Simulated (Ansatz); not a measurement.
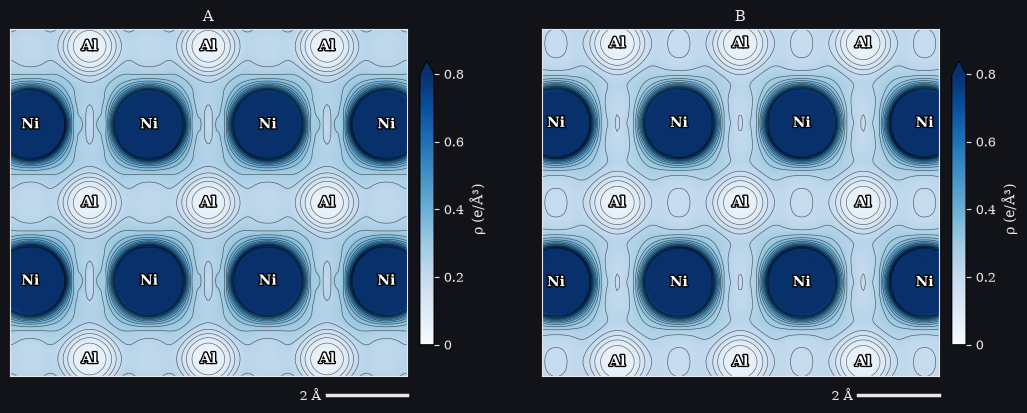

AlNi. The valence pseudo-density of two cells that differ in size and shape, on the (101̄) plane of each (indices in the axes of the calculation cell), at one length scale and on one colour scale: B has 12.1 Å³ an atom and A 11.3.

Space group Pmmm; a point of a scan over the structure, not its minimum; a structure from a database of computed crystals, not necessarily the ambient phase; computed without spin polarisation; PAW files of the earlier set (soft_1).

Level of theory: Ansatz 0.2.0, DFT PBEsol, scalar-relativistic, plane waves, PAW.

In a PAW calculation such maps are meaningful between the atoms, not at the nuclei.

The larger cell:

```
CELL_PARAMETERS angstrom
1.94702 -1.94697 0.00000
2.16935 2.16930 0.00000
0.00000 0.00000 2.86887
ATOMIC_POSITIONS crystal
Al 0.00000 0.00000 0.00000
Ni 0.50000 0.50000 0.50000
```

The smaller cell: a = 2.649 Å, b = 2.963 Å, c = 2.869 Å, α = 90.00°, β = 90.00°, γ = 90.00°.

> What does the compression do to the bonding and the properties?

From the larger cell to the smaller, Al–Ni goes from 2.51 to 2.45 Å, and the density at its midpoint from 0.29 to 0.32 e/Å³; the pressure goes from −4.9 to 8 GPa.
